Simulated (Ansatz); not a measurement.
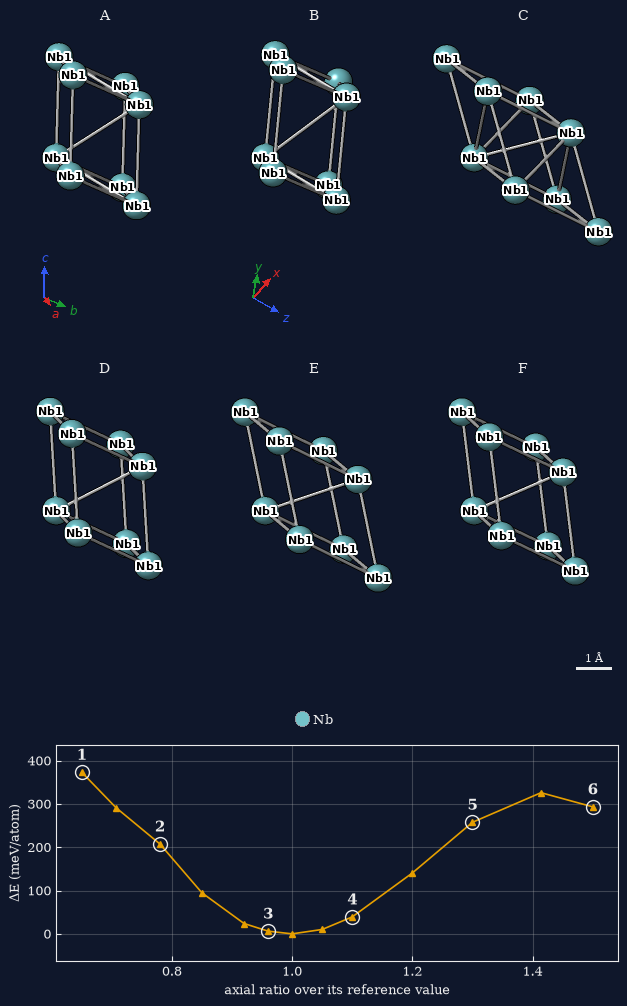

A scan of crystalline Nb (Im-3m): the ratio of the cell's length along z to its lengths across, counted as 1 for the reference, is changed at fixed volume (a tetragonal or Bain path), with the atoms kept at their fractional coordinates. x, y and z are the Cartesian axes of the input. The frames are shuffled; the numbered points of the plot belong to them. Style: ball-and-stick. Shown: the cell of the calculation, slightly off an axis.

These are results of Ansatz 0.2.0, DFT PBEsol, scalar-relativistic, plane waves, PAW, not measurements. (plane-wave cutoff 420 eV; k-point mesh 22 × 22 × 22; occupations gaussian; smearing width 0.15 eV; no spin polarisation). Energies (free energies at the smearing named) are counted from the cell as listed in its source, which wasn't relaxed.

> Match the frames to the points.

Point 1 is frame B (the relative ratio 0.65, 373 meV/atom); 2 is frame A (the relative ratio 0.78, 208 meV/atom); 3 is frame D (the relative ratio 0.96, 6 meV/atom); 4 is frame F (the relative ratio 1.10, 39 meV/atom); 5 is frame E (the relative ratio 1.30, 258 meV/atom); 6 is frame C (the relative ratio 1.50, 293 meV/atom). The lowest computed point lies at the relative ratio 1.00 (0 meV/atom). A local maximum lies at 1.414 (326 meV/atom). The unrelaxed reference is under a pressure of −8.4 GPa. The distortion takes the space group from Im-3m to I4/mmm, except for Fm-3m at 1.414. At the relative ratio 1.50 the cell of the drawing goes a 2.882 → 2.997 Å, b 2.882 → 2.997 Å, c 2.882 → 2.997 Å, α 109.5° → 122.0°, β 109.5° → 122.0°, γ 109.5° → 86.6°.
